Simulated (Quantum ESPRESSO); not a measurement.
## Energy of Cd along an even scaling of the cell

System: Cd (R-3m, 1 atom in the cell).
Method: Kohn-Sham DFT of a periodic cell, PBE, SSSP 1.3 efficiency PBE, no spin polarisation (Quantum ESPRESSO 7.5).

The 7 runs differ only in the geometry, by an even scaling of the cell at fixed fractional positions. The structure derives from a Materials Project entry.

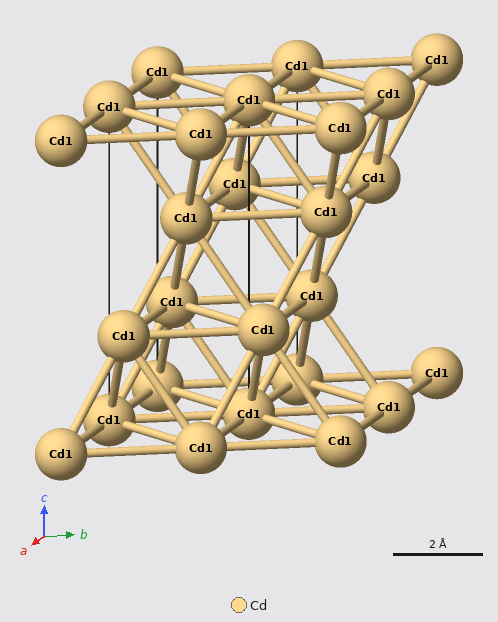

Figure 1. The structure of run 4 (ball-and-stick view of the cell 3 times as large as that of the calculation, set on its symmetry axes, repeated 2 × 2 × 1, seen slightly off an axis; atoms are numbered from 1 in the order of the input).

**Input of run 4**
```
&CONTROL
  calculation = 'scf'
  prefix = 'pwscf'
  outdir = './tmp'
  pseudo_dir = './pseudo'
  tprnfor = .true.
  tstress = .true.
  disk_io = 'nowf'
/
&SYSTEM
  ibrav = 0
  nat = 1
  ntyp = 1
  ecutwfc = 60
  ecutrho = 480
  nbnd = 12
  occupations = 'smearing'
  smearing = 'fd'
  degauss = 0.00367493
/
&ELECTRONS
  conv_thr = 2d-10
  electron_maxstep = 120
  mixing_beta = 0.5
/
ATOMIC_SPECIES
Cd   112.4140 Cd.pbe-dn-rrkjus_psl.0.3.1.UPF
CELL_PARAMETERS angstrom
   1.6080291515    0.9283960635    2.4492874100
  -1.6080291515    0.9283960635    2.4492874100
   0.0000000000   -1.8567921270    2.4492874100
ATOMIC_POSITIONS crystal
Cd     0.0000000000    0.0000000000    0.0000000000
K_POINTS automatic
10 10 10 0 0 0
```

Command:
```bash
OMP_NUM_THREADS=1 pw.x -in pw.in > pw.out
```

Run 3 differs from it as follows:
```diff
-   1.6080291515    0.9283960635    2.4492874100
-  -1.6080291515    0.9283960635    2.4492874100
-   0.0000000000   -1.8567921270    2.4492874100
+   1.5972366844    0.9221650297    2.4328487442
+  -1.5972366844    0.9221650297    2.4328487442
+   0.0000000000   -1.8443300594    2.4328487442
```

**Results, with one run withheld**

```tsv
run	volume per atom (Å³)	free energy per atom, from the lowest run given (meV)	pressure (GPa)
1	20.623	37.31	5.81
2	21.062	23.08	4.35
3	21.500	?	?
4	21.939	5.56	1.90
5	22.378	1.47	0.89
6	22.817	0.00	0.00
7	23.255	0.86	−0.79
```

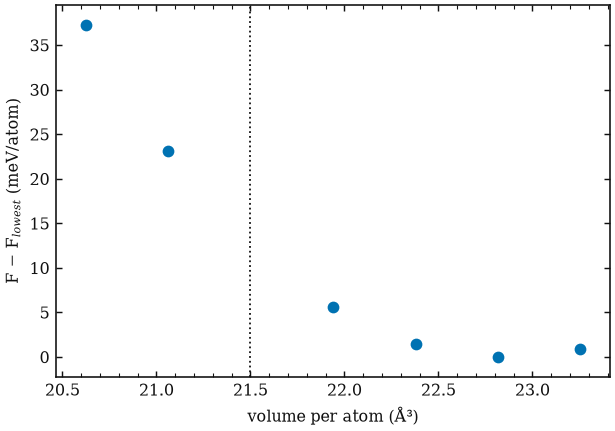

Figure 2. Free energy per atom of the runs given; the dotted line marks run 3.

What should run 3 give?

A cubic polynomial in V^(−2/3) (the Birch–Murnaghan form), fitted to the 6 runs given, misses them by at most 0.01 meV per atom. With x = V^(−2/3) − 0.12744 Å⁻², it reads F = 5.0576 + 3096.1 x + 4.8034e+05 x² + 2.4412e+06 x³ (meV per atom). At run 3 it gives 12.65 meV per atom, and the run itself gives 12.65. The slope of the fit gives a pressure −dF/dV of 3.17 GPa there, and the run prints 3.05 GPa. The two needn't agree exactly: the fit is approximate, and the printed stress is taken on a finite basis. The fit has its minimum at 22.865 Å³ per atom, where V d²F/dV² gives 43.8 GPa. Cell shape and fractional positions are held, so this is the stiffness under even scaling; the relaxed bulk modulus wasn't computed.

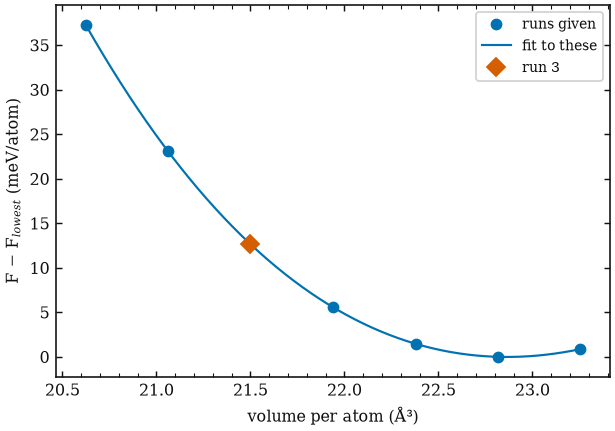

Figure 3. The fit and the withheld run.

**Some lines of the output (run 3)**
```
[...]
     unit-cell volume          =     145.0911 (a.u.)^3
     number of k points=   116  Fermi-Dirac smearing, width (Ry)=  0.0037
     total energy              =    -122.24123267 Ry
     total energy              =    -122.24595551 Ry
     total energy              =    -122.24620224 Ry
     total energy              =    -122.24622118 Ry
     total energy              =    -122.24622700 Ry
     total energy              =    -122.24622718 Ry
     the Fermi energy is    11.2627 ev
!    total energy              =    -122.24622718 Ry
     The total energy is F=E-TS. E is the sum of the following terms:
     Computing stress (Cartesian axis) and pressure
          total   stress  (Ry/bohr**3)                   (kbar)     P=       30.52
```
